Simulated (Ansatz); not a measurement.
# AlN: a changed input and its effect

System: AlN (2 atoms in the cell).
Method of the first run: DFT PBE, scalar-relativistic, plane waves, PAW, no spin polarisation (Ansatz 0.2.0).

The structure was made by a generator, so it may or may not be a known phase. Text and figures count atoms from 1; the logs count them from 0 in places.

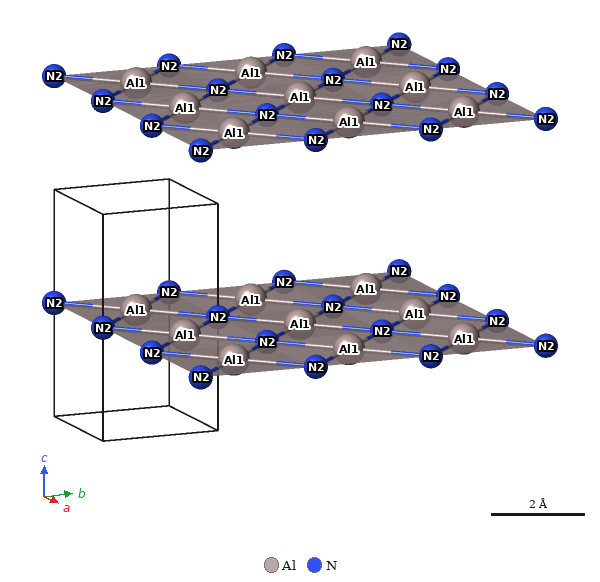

**Figure 1.** The structure as given in the input (polyhedral view of the cell of the calculation, repeated 3 × 3 × 2, seen slightly off an axis; polyhedra are completed across the faces of the cell; atoms are numbered from 1 in the order of the input).

## Input file, the first run
```yaml
crystal:
  lattice:
    - [2.6923545806, 0.0, 0.0]
    - [0.0, 2.6923545806, 0.0]
    - [0.0, 0.0, 5.0032571295]
  atoms:
    - { symbol: Al, position: [0.5, 0.5, 0.5] }
    - { symbol: "N", position: [0.0, 0.0, 0.5] }
basis:
  ecutwfc: 420
kpoints:
  mp_grid: { grid: [10, 10, 6] }
hamiltonian:
  xc: pbe
scf:
  occupations: { method: gaussian, width: 0.02 }
output:
  forces: true
  stress: true
  eigenvalues: true
  write_density: true
  write_potential: true
  elf: true
  volumetric_format: npy
relax:
  adjacent_minimum: "off"
  f_tol: 0.01
  max_steps: 80
  cell: { stress_tol: 0.05 }
```

Command:
```bash
ansatz run input.yaml --threads 1 --pin off --max-ram 2048MiB --backend cpu --events-out ev --progress --plain --runs-dir out
```

Hardware: 1 thread of Arm Neoverse V2, 24 GiB of memory available, shared host.

## Output, shortened to warnings, some set-up lines, iterations and results (the first run)
```
Basis set: ecut = 420 eV, 717 PW (Γ), exchange–correlation on 36×36×72 points (8 copies of the dense FFT grid, shifted against one another)
Symmetry: 16 space group operations
k-points: 84 of 600
Initial density: superposition of atomic densities (neutral atoms: chi_scale 0, normalization atom), corrected by the library's trained network
[...]
SCF iter   1: F=—  HF=-922.816412 eV  |F-HF|=—  |Δ(HF+E_count)|=         —  Δρ=3.37e-3  dr2=4.56e-3  ethr=1.77e-3  ⟨swp⟩=6.2  Hψ=5409  notcnv=0
SCF iter   2: F=—  HF=-922.822531 eV  |F-HF|=—  |Δ(HF+E_count)|=   6.12e-3  Δρ=1.43e-3  dr2=1.10e-3  ethr=5.70e-5  ⟨swp⟩=2.9  Hψ=1994  notcnv=0
SCF iter   3: F=—  HF=-922.825434 eV  |F-HF|=—  |Δ(HF+E_count)|=   2.90e-3  Δρ=9.42e-4  dr2=3.60e-4  ethr=1.38e-5  ⟨swp⟩=2.8  Hψ=1338  notcnv=0
SCF iter   4: F=—  HF=-922.826236 eV  |F-HF|=—  |Δ(HF+E_count)|=   8.02e-4  Δρ=1.07e-4  dr2=2.15e-6  ethr=4.50e-6  ⟨swp⟩=2.7  Hψ=1336  notcnv=0
SCF iter   5: F=—  HF=-922.826159 eV  |F-HF|=—  |Δ(HF+E_count)|=   7.68e-5  Δρ=1.36e-5  dr2=4.36e-8  ethr=2.69e-8  ⟨swp⟩=2.0  Hψ=1255  notcnv=0
[...]
SCF 1 converged in 6 iterations: F = -922.826159 eV  dr2 = 1.41e-9
[...]
SCF iter   3: F=—  HF=-922.826159 eV  |F-HF|=—  |Δ(HF+E_count)|=  9.97e-10  Δρ=1.79e-6  dr2=3.71e-10  ethr=1.21e-11  ⟨swp⟩=1.1  Hψ=677  notcnv=0
SCF iter   4: F=—  HF=-922.826159 eV  |F-HF|=—  |Δ(HF+E_count)|=  7.76e-10  Δρ=7.13e-7  dr2=1.45e-10  ethr=4.64e-12  ⟨swp⟩=2.0  Hψ=991  notcnv=0
SCF iter   5: F=-922.826159 eV  HF=-922.826159 eV  |F-HF|=3.41e-13  |Δ(HF+E_count)|=  2.27e-11  Δρ=6.50e-8  dr2=1.28e-12  ethr=1.00e-12  ⟨swp⟩=4.3  Hψ=3026  notcnv=0
SCF 2 converged in 5 iterations: F = -922.826159 eV  dr2 = 1.28e-12
relax step   2: F+E_penalty+E_count = -922.82615916 eV  Δ(F+E_penalty+E_count) = -4.297e-10 eV  max|allowed force component| = 5.768e-29 eV/Å  Δτ_max = 0.0000 Å  P = +0.004 …
basis re-selected at this cell: Δ(F+E_penalty+E_count) = -4.297e-10 eV, ΔP = -0.000 GPa vs the last step (what re-selecting the basis moved, of the pressure what is left beyond the Pulay correction that the steps carried, after the strain that the cell walked since its last selection, with what the …
SCF converged after 5 iterations
Free energy (F): -922.826159 eV
Harris-Foulkes:  -922.826159 eV  (|F-HF|=3.41e-13)
Internal energy: -922.826159 eV  (E = F + TS)
E sigma→0 (E₀):  -922.826159 eV
Fermi energy:    3.551427 eV
--- Per-component energies (eV) ---
  E_band       = -22.752384
  E_kinetic    = 158.506787
  E_local      = -472.122636  (includes V_loc(G=0)·N_el)
  E_nonlocal   = 54.981435
  E_hartree    = 182.879141
  E_xc         = -101.057524
  E_vxc        = -106.904962  (∫ρ·V_xc dr)
  E_paw        = -594.844667  (= ΣΔE_a)
  E_vpaw       = -22.971410  (= ΣTr[D̂ρ^β])
  E_aug_tail   = 0.000099  (compensation charges beyond the density's cutoff)
  E_ewald      = -151.168795
  E_smearing   = -0.000000  (= −TS)
  E_closure    = -0.000000  (closes the sum)
  Σ components = -922.826159   (vs F -922.826159, Δ=0.00e0)
--- Forces (eV/Å), atoms counted from 1 ---
  atom   1  Al    -0.00000000    -0.00000000     0.00000000
  atom   2  N     -0.00000000     0.00000000     0.00000000
  max |Σ_I F_I| component: 1.58e-28 eV/Å
--- Stress (GPa, compression-positive) ---
       -0.011712       0.000000       0.000000
        0.000000      -0.011712       0.000000
        0.000000       0.000000       0.034963
  P = ⅓ Tr σ = 0.0038 GPa (0.038 kbar)
--- Relaxed structure (1 steps of the walk, 1 accepted, 1 SCFs on fresh bases) ---
  F+E_penalty+E_count = -922.82615916 eV   max|allowed force component| = 5.768e-29 eV/Å   (the final SCF, on the basis selected at the relaxed cell)
  cell:  # Å, volume = 36.2675 Å³
    - [2.6923545806, 0.0, 0.0]
    - [0.0, 2.6923545806, 0.0]
    - [0.0, 0.0, 5.0032571295]
  atoms:
    - { symbol: Al, position: [0.5, 0.5, 0.5000000000000001] }
    - { symbol: N, position: [0.0, 0.0, 0.5000000000000001] }
```

For the second run the input was changed thus:
```diff
+  pseudopotentials: { kind: paw, source: jth }
-  write_density: true
-  write_potential: true
-  elf: true
-  volumetric_format: npy
```

Predict how the results change.

The total energies belong to different models, so their difference says nothing on which is more stable or more accurate. The volume per atom goes from 18.13 to 18.21 Å³. The SCF takes 35 iterations over all geometry steps against 11. On the same kind of shared host the second run took about 2.9 times as long. The two runs start from different initial densities, which also moves the count.

## Output, shortened to warnings, some set-up lines, iterations and results (the second run)
```
Warning: basis.ecutwfc = 420 eV is below the records' recommended 1320 eV, and the density's cutoff is lower with it unless basis.ecutrho_ratio is high enough to keep the records' density cutoff: compare with a run at a higher cutoff
Warning: [file] the checks of this Al dataset prove no rule for summing its radial tables, as where they were carried onto another mesh than they were made on, and Gregory's rule is taken, under which a leading mesh point left out moves its sums only by what lay on the interval it spanned. That does not make them correct, and they differ from Quantum ESPRESSO's on this file; a re-export a …
Warning: [file] the checks of this N dataset prove no rule for summing its radial tables, as where they were carried onto another mesh than they were made on, and Gregory's rule is taken, under which a leading mesh point left out moves its sums only by what lay on the interval it spanned. That does not make them correct, and they differ from Quantum ESPRESSO's on this file; a re-export a fraction …
Basis set: ecut = 420 eV, 717 PW (Γ), exchange–correlation on 36×36×72 points (8 copies of the dense FFT grid, shifted against one another)
Symmetry: 16 space group operations
k-points: 84 of 600
Initial density: superposition of atomic densities (chi_scale 0.1, normalization cell, long waves kept (reshape's long-wave potential 0.06 eV rms))
[...]
SCF iter   1: F=—  HF=-924.395759 eV  |F-HF|=—  |Δ(HF+E_count)|=         —  Δρ=1.14e-1  dr2=7.22e0  ethr=3.10e-3  ⟨swp⟩=8.6  Hψ=7759  notcnv=0
SCF iter   2: F=—  HF=-922.556492 eV  |F-HF|=—  |Δ(HF+E_count)|=    1.84e0  Δρ=7.48e-2  dr2=1.39e0  ethr=3.10e-3  ⟨swp⟩=3.8  Hψ=2574  notcnv=0
SCF iter   3: F=—  HF=-922.189552 eV  |F-HF|=—  |Δ(HF+E_count)|=   3.67e-1  Δρ=1.85e-2  dr2=9.86e-2  ethr=3.10e-3  ⟨swp⟩=2.2  Hψ=1824  notcnv=0
SCF iter   4: F=—  HF=-922.171992 eV  |F-HF|=—  |Δ(HF+E_count)|=   1.76e-2  Δρ=1.66e-3  dr2=2.02e-3  ethr=1.23e-3  ⟨swp⟩=2.8  Hψ=1425  notcnv=0
SCF iter   5: F=—  HF=-922.171405 eV  |F-HF|=—  |Δ(HF+E_count)|=   5.87e-4  Δρ=3.46e-4  dr2=2.54e-5  ethr=2.53e-5  ⟨swp⟩=2.5  Hψ=1484  notcnv=0
[... 37 lines ...]
SCF iter   6: F=—  HF=-922.174589 eV  |F-HF|=—  |Δ(HF+E_count)|=   2.31e-9  Δρ=2.31e-6  dr2=1.51e-9  ethr=1.33e-10  ⟨swp⟩=1.9  Hψ=876  notcnv=0
SCF iter   7: F=—  HF=-922.174589 eV  |F-HF|=—  |Δ(HF+E_count)|=  3.51e-10  Δρ=9.30e-7  dr2=2.39e-10  ethr=1.89e-11  ⟨swp⟩=1.8  Hψ=879  notcnv=0
SCF iter   8: F=-922.174589 eV  HF=-922.174589 eV  |F-HF|=1.31e-11  |Δ(HF+E_count)|=  5.92e-11  Δρ=2.40e-7  dr2=1.62e-11  ethr=1.00e-12  ⟨swp⟩=5.6  Hψ=3380  notcnv=0
SCF 6 converged in 8 iterations: F = -922.174589 eV  dr2 = 1.62e-11
relax step   6: F+E_penalty+E_count = -922.17458940 eV  Δ(F+E_penalty+E_count) = -2.542e-3 eV  max|allowed force component| = 8.012e-32 eV/Å  Δτ_max = 0.0000 Å  P = +0.015 …
basis re-selected at this cell: Δ(F+E_penalty+E_count) = -2.542e-3 eV, ΔP = +0.012 GPa vs the last step (what re-selecting the basis moved, of the pressure what is left beyond the Pulay correction that the steps carried, after the strain that the cell walked since its last selection, with what the …
SCF converged after 8 iterations
Free energy (F): -922.174589 eV
Harris-Foulkes:  -922.174589 eV  (|F-HF|=1.31e-11)
Internal energy: -922.174589 eV  (E = F + TS)
E sigma→0 (E₀):  -922.174589 eV
Fermi energy:    3.516977 eV
--- Per-component energies (eV) ---
  E_band       = -23.162263
  E_kinetic    = 188.334992
  E_local      = -493.156524  (includes V_loc(G=0)·N_el)
  E_nonlocal   = 48.545461
  E_hartree    = 181.468169
  E_xc         = -104.508171
  E_vxc        = -119.112603  (∫ρ·V_xc dr)
  E_paw        = -591.055896  (= ΣΔE_a)
  E_vpaw       = -10.709295  (= ΣTr[D̂ρ^β])
  E_aug_tail   = -0.000550  (compensation charges beyond the density's cutoff)
  E_ewald      = -151.802070
  E_smearing   = -0.000000  (= −TS)
  E_closure    = 0.000000  (closes the sum)
  Σ components = -922.174589   (vs F -922.174589, Δ=0.00e0)
--- Forces (eV/Å), atoms counted from 1 ---
  atom   1  Al     0.00000000     0.00000000     0.00000000
  atom   2  N     -0.00000000    -0.00000000     0.00000000
  max |Σ_I F_I| component: 3.70e-32 eV/Å
--- Stress (GPa, compression-positive) ---
        0.009154      -0.000000      -0.000000
       -0.000000       0.009154       0.000000
       -0.000000       0.000000       0.028012
  P = ⅓ Tr σ = 0.0154 GPa (0.154 kbar)
--- Relaxed structure (4 steps of the walk, 4 accepted, 2 SCFs on fresh bases) ---
  F+E_penalty+E_count = -922.17458940 eV   max|allowed force component| = 8.012e-32 eV/Å   (the final SCF, on the basis selected at the relaxed cell)
  cell:  # Å, volume = 36.4226 Å³
    - [2.6988969421031777, 4.99325589352737e-34, -1.2532072821326177e-33]
    - [4.99325589352737e-34, 2.6988969421031777, -7.24511639452991e-34]
    - [-2.3288599575019196e-33, -1.3463746757646928e-33, 5.000323368372895]
  atoms:
    - { symbol: Al, position: [0.5, 0.5, 0.5] }
    - { symbol: N, position: [-4.213234232656613e-37, -5.4138968378186125e-37, 0.5] }
```

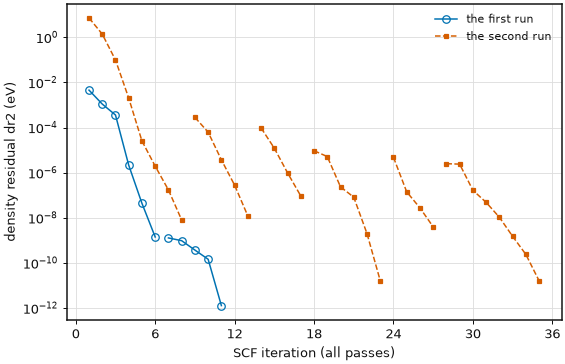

**Figure 2.** Convergence of the two runs: density residual dr2 against the SCF iteration. A break in a curve parts two SCF passes. The first run takes 11 iterations in all, and the second run takes 35.

## The two runs side by side

```csv
quantity,the first run,the second run
outcome,converged,converged
free energy per atom (eV),−461.4131,−461.0873
gap on the mesh (eV),0.94,0.91
pressure (GPa),0.00,0.02
volume per atom (Å³),18.13,18.21
largest force (eV/Å),0.000,0.000
SCF iterations,11,35
irreducible k-points,84,84
wall time (shared host),3.1 s,9.1 s
```

For the second run: These settings are looser than, or depart from, a standard set-up, so the numbers are not reference values for this system. Warnings: the cutoff is below the recommended one.
